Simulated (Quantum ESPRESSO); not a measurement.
# PbS: band-structure run (part 3 of 3)

PbS (Cmcm, 4 atoms in the cell); Kohn-Sham DFT of a periodic cell, N12, PseudoDojo 0.4.1 SR PBE standard, no spin polarisation (Quantum ESPRESSO 7.5); cutoff 761.92 eV, 7×7×6 k-mesh, fermi-dirac of 0.05 eV. The structure derives from a Materials Project entry.

Geometry of the input (Å; fractional positions):
```
2.0800  -5.9913  0.0000
2.0800  5.9913  0.0000
0.0000  0.0000  4.2793
Pb 0.1306  0.8694  0.2500
Pb 0.8694  0.1306  0.7500
S  0.3548  0.6452  0.2500
S  0.6452  0.3548  0.7500
```

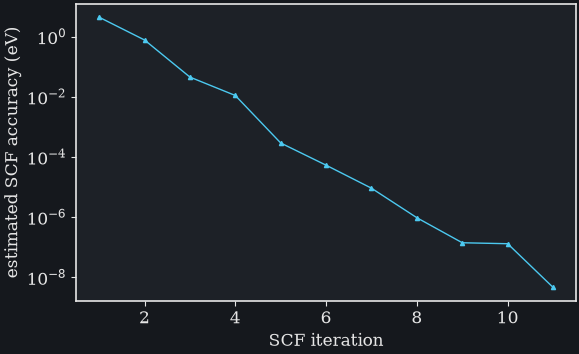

Convergence of the self-consistent field: estimated SCF accuracy against the iteration. The field takes 11 iterations in all.
